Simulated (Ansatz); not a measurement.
System: Au, space group Fd-3m (No. 227) (one of a set of cubic test structures, which need not be the stable phase).

How it was computed, with Ansatz 0.2.0 development build: equation of state of a cubic crystal from periodic Kohn-Sham density functional theory without spin, third-order Birch-Murnaghan fit to the free energies; pressure corrected for the finite basis. Level: PBE, no spin-orbit coupling.

- structure type: diamond
- atoms in cell: 2
- space group number: 227
- lattice centring: face-centred primitive
- k mesh: 16×16×16
- occupation method: Fermi–Dirac
- occupation width: 0.06123 eV
- wave cutoff: 617 eV
- datasets: hand-made PAW
- density tolerance: 1e−09 eV
- bands: 23
- density cutoff ratio: 4
- search for lower states: default

Describe the result: the energy above the lowest point and pressure against volume. The volume takes the values 28.68, 29.27, 29.85, 30.44, 31.02 Å³/atom.

A third-order Birch–Murnaghan fit gives V0 = 29.26 Å³/atom, B0 = 52.8 GPa and B′ = 5.9. The energy above the lowest point is 2.0 meV/atom at volume 28.68 Å³/atom and 15.2 meV/atom at 31.02 Å³/atom; the lowest computed point is at volume 29.27 Å³/atom (0.0 meV/atom). The pressure falls from 1.130 GPa at volume 28.68 Å³/atom to −2.588 GPa at 31.02 Å³/atom, and changes sign near 29.27 Å³/atom.

```
volume (Å³/atom)  energy above the lowest point (meV/atom)  pressure (GPa)
           28.68                                       2.0           1.130
           29.27                                       0.0           0.000
           29.85                                       1.9          -0.990
           30.44                                       7.1          -1.845
           31.02                                      15.2          -2.588
```

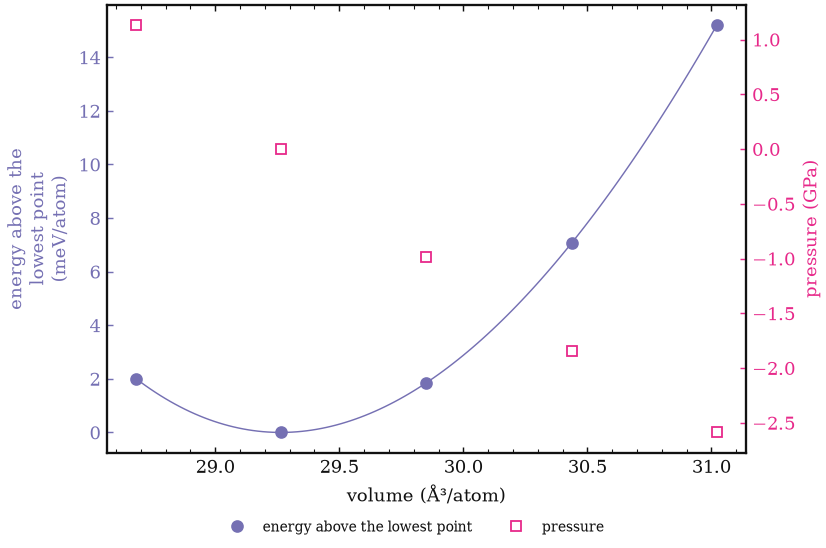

Note: cubic model structure, not the ambient form.
